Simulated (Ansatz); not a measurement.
System: CuO, space group C2/c (No. 15).

Structure:
```
CELL_PARAMETERS angstrom
2.34185 -1.71130 0.00000
2.34185 1.71130 0.00000
-0.85003 0.00000 5.05787
ATOMIC_POSITIONS crystal
Cu 0.50000 0.00000 0.50000
Cu 0.00000 0.50000 0.00000
O 0.41840 0.58160 0.75000
O 0.58160 0.41840 0.25000
```

Method: plane-wave DFT, no spin polarisation; energies at scaled volumes of the given cell, shape and fractions fixed, counted from the fit's minimum, third-order Birch-Murnaghan fit (Ansatz 0.2.0). Level: revPBE with D3(BJ).

- k mesh: 10×10×5
- occupations: Fermi–Dirac
- smearing width: 0.05 eV
- potentials: Ansatz PAW
- wave cutoff: 420 eV
- density cutoff: 1680 eV

Describe the result: the energy and pressure against volume. The volume takes the values 9.53, 9.73, 9.93, 10.13, 10.34, 10.54, 10.74 Å³/atom.

A third-order Birch–Murnaghan fit gives V0 = 10.19 Å³/atom, B0 = 170 GPa and B′ = 4.7. The energy is 25.83 meV/atom at volume 9.53 Å³/atom and 14.50 meV/atom at 10.74 Å³/atom; the lowest computed point is at volume 10.13 Å³/atom (0.15 meV/atom). The pressure falls from 13.34 GPa at volume 9.53 Å³/atom to −7.96 GPa at 10.74 Å³/atom, and changes sign near 10.19 Å³/atom.

```tsv
volume (Å³/atom)	energy (meV/atom)	pressure (GPa)
9.53	25.83	13.34
9.73	11.92	8.71
9.93	3.57	4.58
10.13	0.15	0.90
10.34	1.13	-2.40
10.54	6.06	-5.33
10.74	14.50	-7.96
```

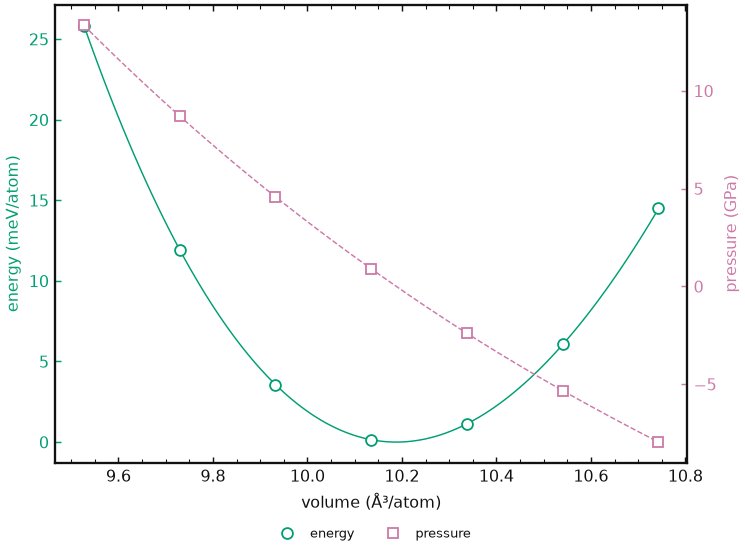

Keep in mind: the functional was run on potentials made for another functional; shape and atomic fractions are frozen while scaling, which makes layered, chain and framework solids too stiff.
